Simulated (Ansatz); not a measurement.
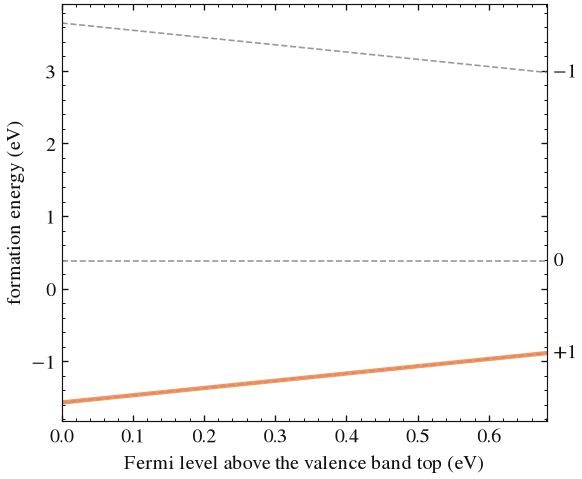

Plotted: formation energy of each charge state against the Fermi level for interstitial (added H) in SnO₂. The thick line follows the lowest charge state; the axis spans the host's computed gap.

Cell as given: a = 4.827 Å, b = 4.827 Å, c = 3.238 Å, α = 90.00°, β = 90.00°, γ = 90.00°; 6 atoms.

How it was computed, with Ansatz 0.2.0: charge states of a point defect in a periodic supercell, each relaxed, energies over the elements' standard states with the Fermi level at the host's valence band top, point-charge and potential alignment terms added, no band filling term, levels over that top; plane waves with PAW datasets; energies extrapolated to zero smearing. Level: PBE, allowed.

```
                   setting                                              value
   host atoms in supercell                                                 24
               wave cutoff                                             420 eV
                    k mesh                                              3×3×3
               occupations                                           Gaussian
            smearing width                                            0.01 eV
                   k shift                             (0, 0, 0) (mesh steps)
        start displacement                                             0.06 Å
               defect kind                                       interstitial
             added element                                                  H
              defect place  (0, 0.5, 0.25) (fraction of the host cell vector)
                  host gap                                           0.681 eV
static dielectric xx yy zz                              (14.02, 14.02, 10.89)
```

Where do the charge transition levels lie?

Charge +1 is the lowest at every Fermi level in the gap, so no transition level lies inside it.

Which charge is stable in p-type, intrinsic and n-type conditions?

The lowest state is +1 at the valence band top, +1 at mid-gap and +1 at the conduction band bottom, 0.68 eV higher.

Limits of the calculation: charged cell in a neutralising background; coarse k mesh; narrow smearing for a metal; odd k mesh can miss points on the zone edge; random start near the defect, other minima possible; small supercell; starting moments lost.

The computed values:

```
charge  formation energy with the Fermi level at the valence band top (eV)
    +1                                                               -1.57
     0                                                                0.38
    -1                                                                3.66
```
